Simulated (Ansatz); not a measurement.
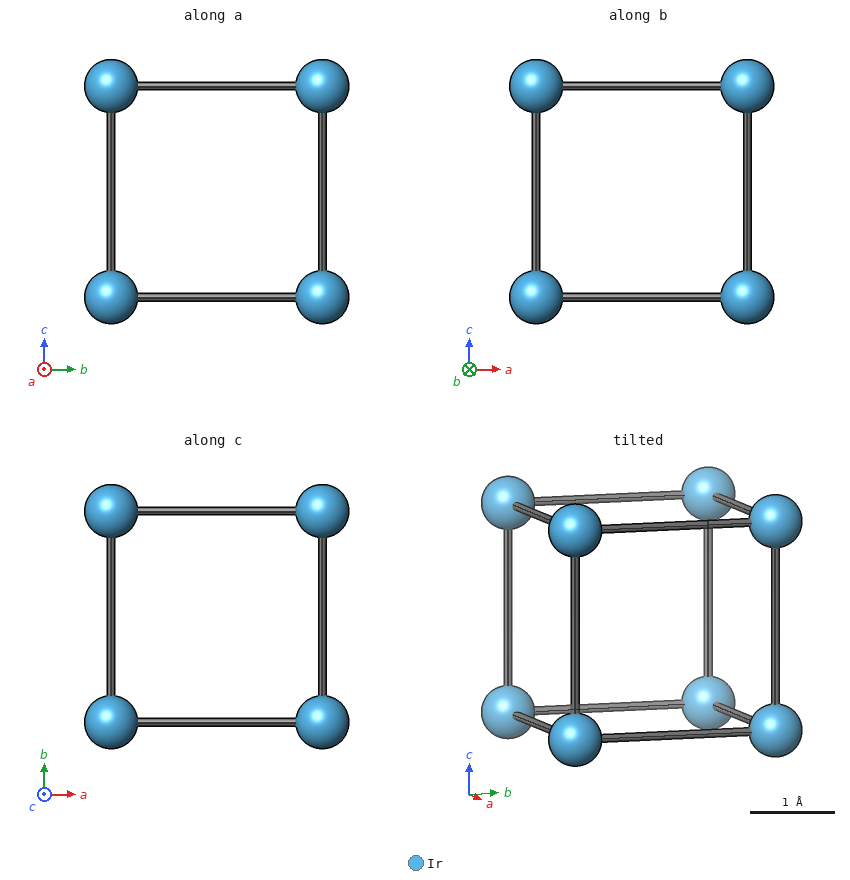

An orthographic ball-and-stick view of the structure, along the a axis, along the b axis, along the c axis and slightly off an axis. One conventional unit cell is outlined, and atoms on its boundary appear in each equivalent place.

Lattice parameters: a = 2.541 Å, b = 2.541 Å, c = 2.541 Å, α = 90.00°, β = 90.00°, γ = 90.00°. Put a along x and b in the xy plane.

Question: Express the structure as a POSCAR file.

Answer:
```
Ir
1.0
     2.541    0.000    0.000
     0.000    2.541    0.000
     0.000    0.000    2.541
Ir
1
Direct
  0.0000 0.0000 0.0000
```

The cell started as a textbook structure type filled with this element (whether it is the usual form wasn't checked). Relaxation method: Ansatz, DFT PBEsol, scalar-relativistic, plane waves, PAW.
